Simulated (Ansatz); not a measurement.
**Geometry relaxation, with input and output: Zn4HO4 (part 1 of 4)**

The run: geometry relaxation of Zn4HO4 (slab, 9 atoms in the cell). Method and program: DFT LDA, scalar-relativistic, plane waves, PAW, PAW set soft_1, spin-polarised (Ansatz 0.2.0).

The structure derives from an entry of the Crystallography Open Database. The input holds or restrains some coordinates. Forces given for the steps count only the free coordinates.

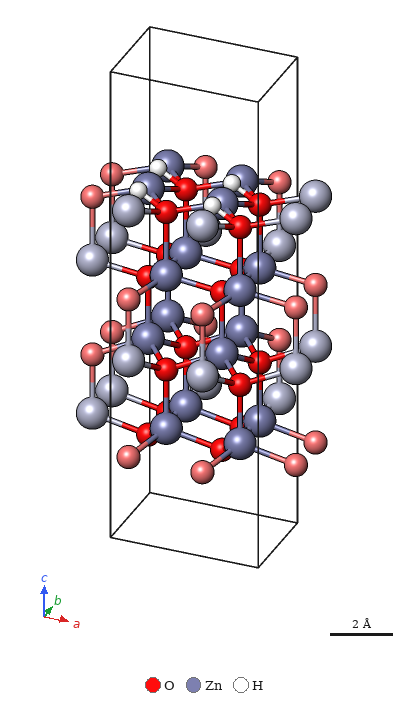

Figure 1. The input geometry (ball-and-stick view of the 2 × 2 repeat of the cell, with the vacuum cut short, seen slightly off an axis; neighbours outside the cell are drawn fainter). An atom can appear more than once, as a periodic image.

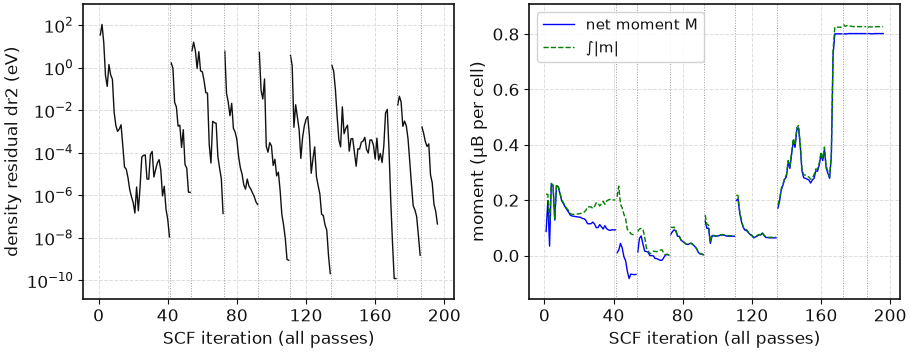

Figure 2. Convergence of the self-consistent field: density residual dr2 and magnetic moment against the SCF iteration. The dotted lines part the SCF passes of the relaxation: geometry steps, rejected trials and re-solves on a re-selected basis. The 9 passes take 10 to 41 iterations each, 196 in all. The net moment goes from 0.1 to 0.8 μB per cell.

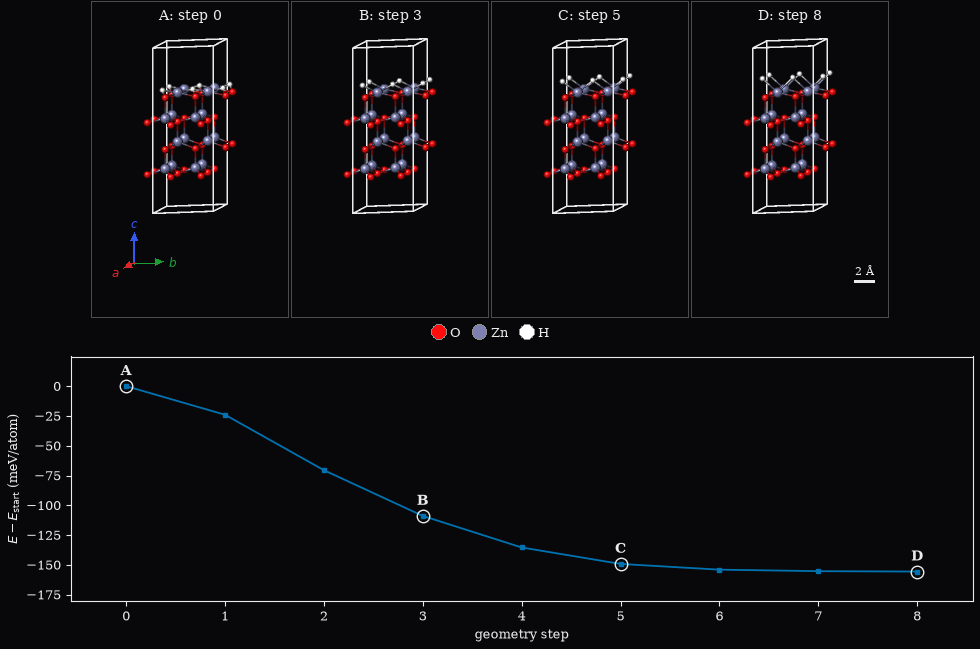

Figure 3. Frames of the restrained relaxation (ball-and-stick view of the 2 × 2 repeat of the cell, with the vacuum cut short, with bonded neighbours outside it, seen slightly off an axis) above the curves, on which the letters mark them (the first geometry is step 0 here and step 1 in the log).

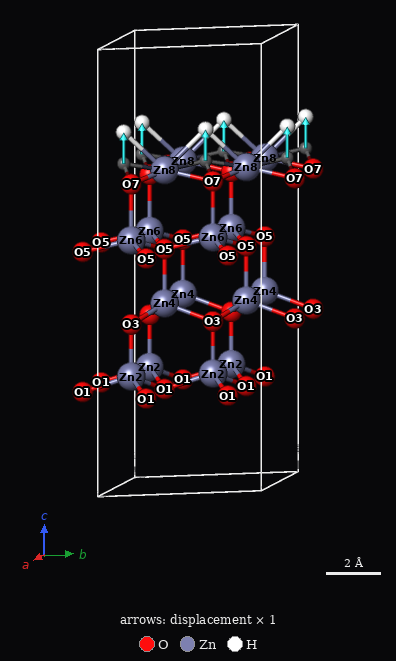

Figure 4. Start (faint) and end (solid) with the displacements as teal arrows, at true length (ball-and-stick view of the 2 × 2 repeat of the cell, with the vacuum cut short, with bonded neighbours outside it, seen slightly off an axis). The energy falls by 156 meV per atom in 8 geometry steps. Largest force component: 2.2 eV/Å at the start, 0.0025 eV/Å at the end. The atom that moves furthest is H9 (1.18 Å). Zn and O stay in place. The cell stays as it was. Among the contacts that change: O7–H9 1.135 → 2.058 Å, Zn8–H9 1.621 → 2.169 Å. Bonds break: O7–H9 (1.13 → 2.06 Å), Zn8–H9 (1.62 → 2.17 Å). Among the angles that change: H9–Zn8–H9 159.0° → 94.5°, Zn8–H9–Zn8 159.0° → 94.5°, O7–Zn8–H9 37.0° → 60.6°. (Atoms are counted from 1 in the order of the input.)

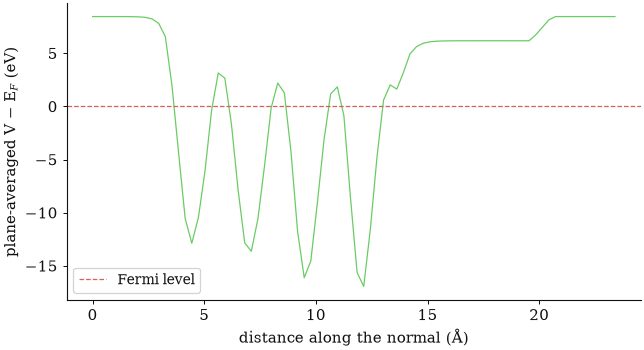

Figure 5. Plane average of the electrostatic potential energy of an electron across the cell, from the Fermi level. The vacuum level lies 6.18 eV above the Fermi level on the upper side and 8.45 eV on the lower.

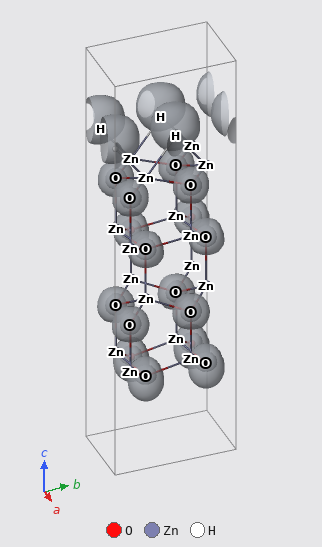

Figure 6. Isosurface of the ELF at 0.75 (grey), seen slightly off an axis. Core shells and regions of very low density are left out. Sticks mark near contacts. Profiles from the grid: Zn–O (1.88 Å): the ELF is about 0.25 at the midpoint (a polar contact without a shared pair, in a metal). The fields are those of the smooth PAW valence density.

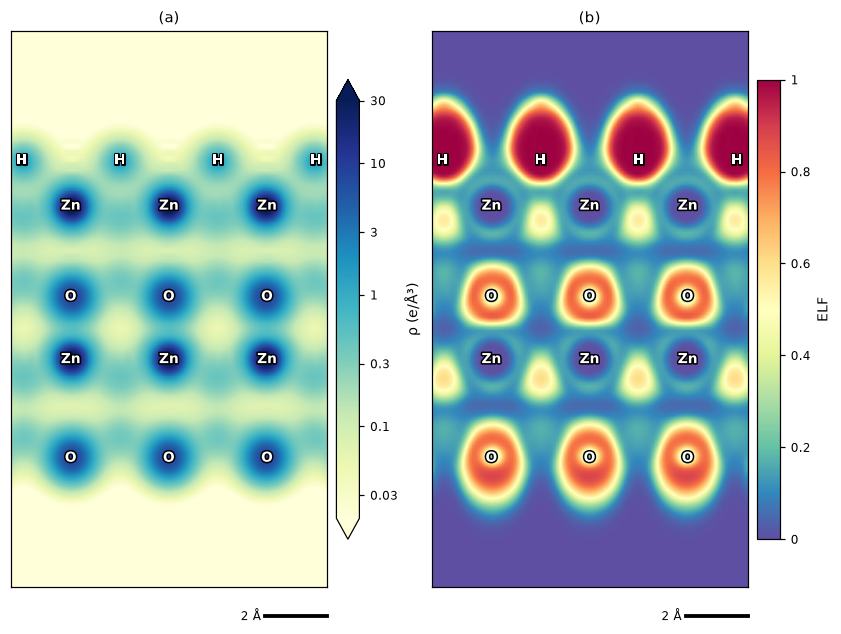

Figure 7. (a) valence electron density; (b) electron localisation function on the (100) plane of the calculation cell, a cut from vacuum to vacuum. The section cuts through O, Zn and H sites. Zn–O (2.04 Å): ρ at the midpoint is about 0.56 e/Å³; the ELF is about 0.20 at the midpoint; a polar contact without a shared pair, in a metal. The density dies away to nearly zero in the vacuum.

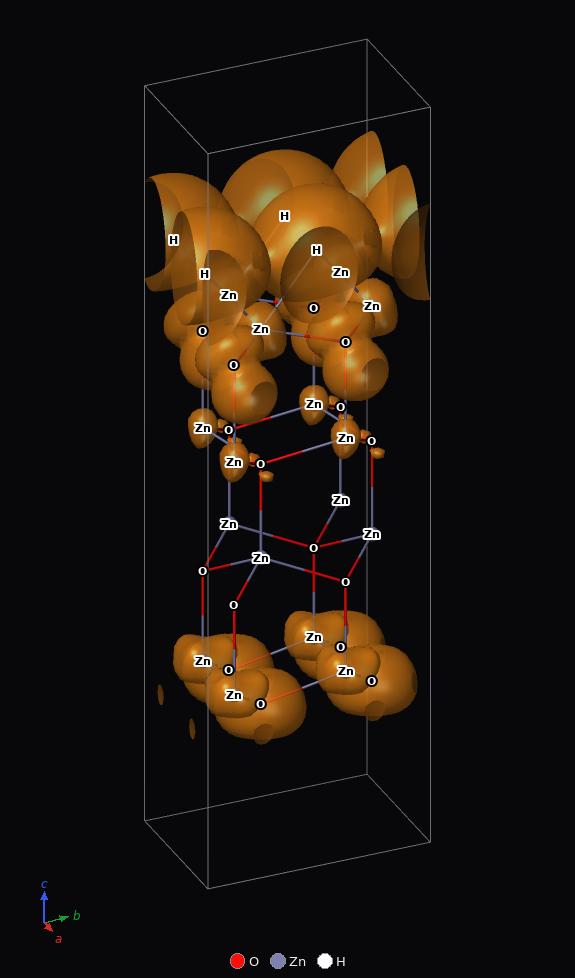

Figure 8. Isosurfaces of the magnetisation density (up minus down) at +0.006 (orange) and −0.006 e/Å³ (purple), seen slightly off an axis. Sticks mark near contacts. The spin density sits on H: +0.4 μB in one cell of 9 atoms. The cell of the calculation (9 atoms) carries 0.8 μB net. Only one sign reaches the isovalue.

These pictures come from the run below.

### Input file
```yaml
crystal:
  lattice:
    - [3.1873336251, 0.0, 0.0]
    - [-1.5936668126, 2.7603118897, 0.0]
    - [0.0, 0.0, 23.6871766474]
  atoms:
    - { symbol: O, position: [0.3333333333, 0.6666666667, 0.1688677405] }
    - { symbol: Zn, position: [0.6666666667, 0.3333333333, 0.1953153449] }
    - { symbol: O, position: [0.6666666667, 0.3333333333, 0.2776361956] }
    - { symbol: Zn, position: [0.3333333333, 0.6666666667, 0.3040838] }
    - { symbol: O, position: [0.3333333333, 0.6666666667, 0.3900077075] }
    - { symbol: Zn, position: [0.6666666667, 0.3333333333, 0.4102106352] }
    - { symbol: O, position: [0.6666666667, 0.3333333333, 0.4989401734] }
    - { symbol: Zn, position: [0.3333333333, 0.6666666667, 0.514505246] }
    - { symbol: H, position: [0.3333333333, 1.1666666667, 0.5269757192], spin: 1.0 }
basis:
  ecutwfc: 420
kpoints:
  mp_grid: { grid: [9, 9, 1] }
hamiltonian:
  xc: lda
  pseudopotentials: { kind: paw, azcp: { folder: soft_1 } }
scf:
  occupations: { method: gaussian, width: 0.05 }
output:
  forces: true
  eigenvalues: true
  populations: true
  write_density: true
  write_potential: true
  elf: true
  volumetric_format: npy
magnetization:
  spin_polarized: true
relax:
  adjacent_minimum: "off"
  f_tol: 0.025
  max_steps: 16
  constraints: [{ sites: [0, 1, 2, 3, 4, 5, 6, 7] }, { sites: [8], fix: xy }]
efield:
  axis: 3
  dipole_correction: true
  ramp_width: 0.04
```

Launch command:
```bash
ansatz run input.yaml --threads 4 --pin off --max-ram 12288MiB --backend cpu --events-out ev --progress --plain --runs-dir out
```

### What the program printed
```
Warning: [file] the record states the generating functional pbe (its physics header spells it `PBE`), which answers neither for hamiltonian.xc's functional nor for the lda family's — results may be inconsistent (PPs are generated against a specific XC)
Warning: [file] the record states the generating functional pbe (its physics header spells it `PBE`), which answers neither for hamiltonian.xc's functional nor for the lda family's — results may be inconsistent (PPs are generated against a specific XC)
Warning: [file] the record states the generating functional pbe (its physics header spells it `PBE`), which answers neither for hamiltonian.xc's functional nor for the lda family's — results may be inconsistent (PPs are generated against a specific XC)
Engine: ansatz 0.2.0, aarch64-unknown-linux-gnu
Pseudopotentials: kind: paw
Pseudopotential: O, paw, valence charge 6, recommended cutoff 420 eV (normal), [file]
Pseudopotential: Zn, paw, valence charge 12, recommended cutoff 420 eV (normal), [file]
Pseudopotential: H, paw, valence charge 1, recommended cutoff 420 eV (normal), [file]
Functional definition: SPW92
  exchange = slater_x
  correlation = pw_c
Crystal: 9 atoms, lattice volume = 208.401 Å³
Basis set: ecut = 420 eV, 4099 PW (Γ)
Bands: 46, of which v1, the nominal top of the filled ones, is band 37 counted from 1 (36 counted from 0)
Symmetry: 2 space group operations
k-points: 25 of 81 (time reversal used)
Non-local potential: O, projectors of the file, l = 0: 2, l = 1: 2, l = 2: 1
Non-local potential: Zn, projectors of the file, l = 0: 2, l = 1: 2, l = 2: 3, l = 3: 1
Non-local potential: H, projectors of the file, l = 0: 2, l = 1: 1
PAW form: soft (Blöchl's): semilocal exchange-correlation on the pseudo side does not see the compensation charge
PAW frozen core: O, regenerated for the run's functional, and the local potential with it (the file was generated under x = pbe(κ = 0.804, μ = 0.2195149727645171), c = pbe(β = 0.06672455060314922))
PAW frozen core: Zn, regenerated for the run's functional, and the local potential with it (the file was generated under x = pbe(κ = 0.804, μ = 0.2195149727645171), c = pbe(β = 0.06672455060314922))
PAW one-centre angular grid: O, 110 points (default); XC on 64 Gauss nodes
PAW one-centre angular grid: Zn, 590 points (default); XC on 64 Gauss nodes
PAW one-centre angular grid: H, 110 points (default); XC on 64 Gauss nodes
Initial density: superposition of atomic densities (neutral atoms: chi_scale 0, normalization atom)
Starting moments: Σ|m| = 1 μB on 1 of 9 sites
Initial wavefunctions: pseudopotential atomic-orbital guess
Functional: x = slater, c = lda
```
